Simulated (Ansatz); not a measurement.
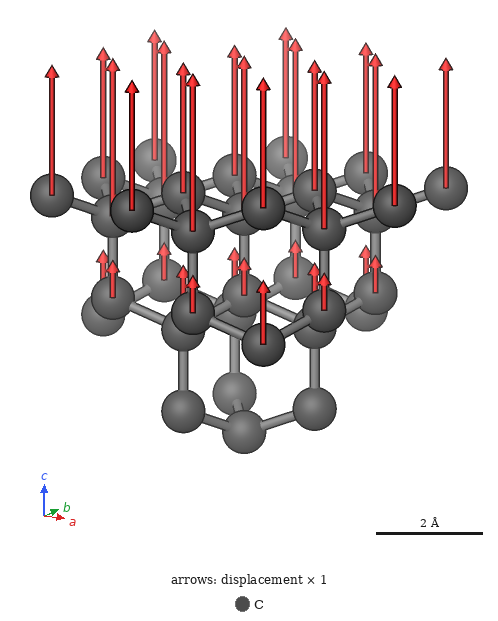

This is a constrained relaxation of a slab of composition C (cut from the P6_3/mmc phase). The starting structure is drawn; red arrows show the displacements, at their true length.

A ball-and-stick model of the atoms within 4.2 Å of the atom that moves most (axes of the 2 × 2 repeat of the cell, outlined in the plane, without the vacuum (origin shifted)), seen slightly off an axis.

Case: lower part held, upper part relaxed from the bulk's places. The slab is the (0 0 1) face of C. 16 atoms are held fixed.

Level of theory: DFT PBEsol, scalar-relativistic, plane waves, PAW in Ansatz.

Input file:
```yaml
crystal:
  lattice:
    - [4.9976299355, 0.0, 0.0]
    - [-2.4988149677, 4.3280744828, 0.0]
    - [0.0, 0.0, 21.7638682922]
  atoms:
    - { symbol: C, position: [0.1666666667, 0.3333333333, 0.3446078564] }
    - { symbol: C, position: [0.1666666667, 0.8333333333, 0.3446078564] }
    - { symbol: C, position: [0.6666666667, 0.3333333333, 0.3446078564] }
    - { symbol: C, position: [0.6666666667, 0.8333333333, 0.3446078564] }
    - { symbol: C, position: [0.3333333333, 0.1666666667, 0.3686208106] }
    - { symbol: C, position: [0.3333333333, 0.6666666667, 0.3686208106] }
    - { symbol: C, position: [0.8333333333, 0.1666666667, 0.3686208106] }
    - { symbol: C, position: [0.8333333333, 0.6666666667, 0.3686208106] }
    - { symbol: C, position: [0.3333333333, 0.1666666667, 0.4401983008] }
    - { symbol: C, position: [0.3333333333, 0.6666666667, 0.4401983008] }
    - { symbol: C, position: [0.8333333333, 0.1666666667, 0.4401983008] }
    - { symbol: C, position: [0.8333333333, 0.6666666667, 0.4401983008] }
    - { symbol: C, position: [0.1666666667, 0.3333333333, 0.4642112549] }
    - { symbol: C, position: [0.1666666667, 0.8333333333, 0.4642112549] }
    - { symbol: C, position: [0.6666666667, 0.3333333333, 0.4642112549] }
    - { symbol: C, position: [0.6666666667, 0.8333333333, 0.4642112549] }
    - { symbol: C, position: [0.1666666667, 0.3333333333, 0.5357887451] }
    - { symbol: C, position: [0.1666666667, 0.8333333333, 0.5357887451] }
    - { symbol: C, position: [0.6666666667, 0.3333333333, 0.5357887451] }
    - { symbol: C, position: [0.6666666667, 0.8333333333, 0.5357887451] }
    - { symbol: C, position: [0.3333333333, 0.1666666667, 0.5598016992] }
    - { symbol: C, position: [0.3333333333, 0.6666666667, 0.5598016992] }
    - { symbol: C, position: [0.8333333333, 0.1666666667, 0.5598016992] }
    - { symbol: C, position: [0.8333333333, 0.6666666667, 0.5598016992] }
    - { symbol: C, position: [0.3333333333, 0.1666666667, 0.6313791894] }
    - { symbol: C, position: [0.3333333333, 0.6666666667, 0.6313791894] }
    - { symbol: C, position: [0.8333333333, 0.1666666667, 0.6313791894] }
    - { symbol: C, position: [0.8333333333, 0.6666666667, 0.6313791894] }
    - { symbol: C, position: [0.1666666667, 0.3333333333, 0.6553921436] }
    - { symbol: C, position: [0.1666666667, 0.8333333333, 0.6553921436] }
    - { symbol: C, position: [0.6666666667, 0.3333333333, 0.6553921436] }
    - { symbol: C, position: [0.6666666667, 0.8333333333, 0.6553921436] }
basis:
  ecutwfc: 420
kpoints:
  mp_grid: { grid: [6, 6, 1] }
hamiltonian:
  xc: pbesol
scf:
  occupations: { method: gaussian, width: 0.05 }
output:
  forces: true
  eigenvalues: true
  write_density: true
  write_potential: true
  elf: true
  volumetric_format: npy
relax:
  adjacent_minimum: "off"
  f_tol: 0.02
  max_steps: 90
  constraints: [{ sites: [0, 1, 2, 3, 4, 5, 6, 7, 8, 9, 10, 11, 12, 13, 14, 15] }]
efield:
  axis: 3
  dipole_correction: true
  ramp_width: 0.04
```

Command:
```bash
ansatz run input.yaml --threads 4 --pin off --max-ram 10240MiB --backend cpu --events-out ev --progress --plain --runs-dir out
```

> Describe the change and its energy.

Over 25 accepted moves (26 points after the start) the energy falls by 4.526 eV per cell of the calculation. Largest force component: 4.5 eV/Å at the start, 0.012 eV/Å at the end. 1 step only repeated the SCF at the same geometry. The largest moves, 3.03 Å, are those of C25, C26, C27 and C28. C25 goes along the normal (+c). The cell stays as it was. Among the contacts that change: C21–C25 1.558 → 3.846 Å, C13–C17 1.558 → 2.803 Å, C17–C21 1.534 → 1.443 Å. Bonds break, among them: C13–C17 (1.56 → 2.80 Å), C14–C18 (1.56 → 2.80 Å), C15–C19 (1.56 → 2.80 Å), C21–C25 (1.56 → 3.85 Å). Bond angles that change, for instance: C30–C28–C31 109.0° → 120.0°. The run may lie on a higher electronic state than the lowest, so the end point isn't shown to be the ground-state structure. Cost: 3.8 min on 4 threads of Intel(R) Xeon(R) Platinum 8488C (Sapphire Rapids) (shared host), peak memory 1.3 GiB.
